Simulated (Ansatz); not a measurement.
Consider Al.

Input

```
crystal:
  lattice:
    - [-1.4019390061, 2.7791385015, 4.4660136087]
    - [1.4019390061, -2.7791385015, 4.4660136087]
    - [1.4019390061, 2.7791385015, -4.4660136087]
  atoms:
    - { symbol: Al, position: [0.7426575971, 0.0, 0.7426575971] }
    - { symbol: Al, position: [0.2573424029, 0.0, 0.2573424029] }
    - { symbol: Al, position: [0.2248464997, 0.7248464997, 0.5] }
    - { symbol: Al, position: [0.7751535003, 0.2751535003, 0.5] }
basis:
  ecutwfc: 420
kpoints:
  mp_grid: { grid: [18, 18, 18] }
  band_path:
    path:
      - [[0.0, 0.0, 0.0], [0.5, 0.5, -0.5], [0.27463532, 0.72536468, -0.27463532]]
      - [[-0.27463532, 0.27463532, 0.27463532], [0.0, 0.0, 0.0], [0.34681002, -0.34681002, 0.34681002]]
      - [[0.65318998, 0.34681002, -0.34681002], [0.5, 0.5, -0.5]]
      - [[0.0, 0.0, 0.0], [0.0, 0.5, 0.0], [0.25, 0.25, 0.25], [0.5, 0.0, 0.0], [0.0, 0.0, 0.0], [0.0, 0.0, 0.5], [0.25, 0.25, 0.25]]
    npoints: 14
hamiltonian:
  xc: pbe
scf:
  occupations: { method: gaussian, width: 0.1 }
  n_extra_bands: 10
output:
  forces: true
  stress: true
  eigenvalues: true
  populations: true
  dos: { projected: true, de: 0.02, nscf_kmesh: { grid: [22, 22, 22] } }
  bader: true
  write_density: true
  write_potential: true
  elf: true
  volumetric_format: npy
```

Launched as:

```sh
ansatz run input.yaml --threads 1 --pin off --max-ram 2560MiB --backend cpu --events-out ev --progress --plain --runs-dir out
```

Below, planes, directions and counts refer to the conventional cell (a = 2.80 Å, b = 5.56 Å, c = 8.93 Å, α = 90.00°, β = 90.00°, γ = 90.00°).

Space group Immm; a structure generated by program, which may or may not match a known phase.

Computed with DFT PBE, scalar-relativistic, plane waves, PAW in Ansatz 0.2.0.

What will maps of the valence pseudo-density and electron localisation function show?

Al–Al (2.70 Å): ρ is about 0.25 e/Å³ halfway; the ELF peaks at about 0.80 between the atoms.
Al–Al (2.80 Å): ρ at the midpoint is about 0.22 e/Å³; the ELF peaks at about 0.75 between the atoms.
Al–Al (2.86 Å): the density is about 0.19 e/Å³ at the midpoint; the ELF is about 0.55 at the midpoint.

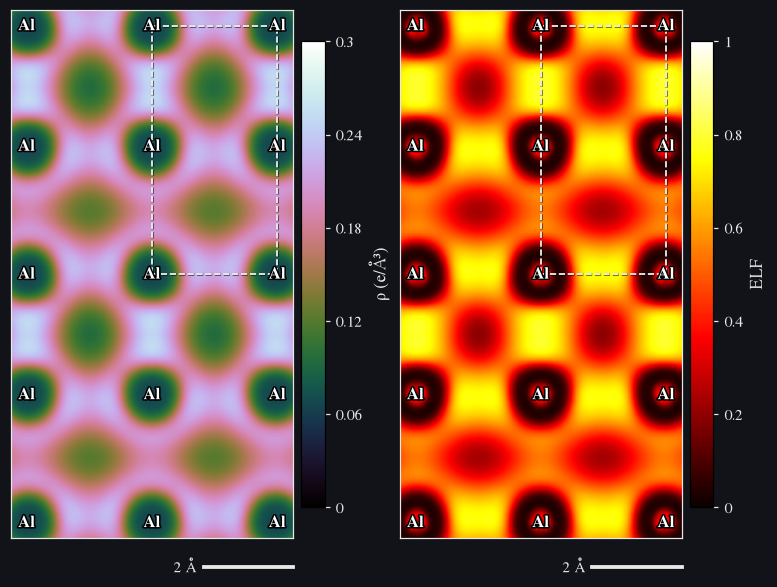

Computed valence pseudo-density and electron localisation function on the (001) plane of the conventional cell, in this order. 

Core electrons are frozen (PAW), and the valence fields are smoothed inside the atomic spheres.
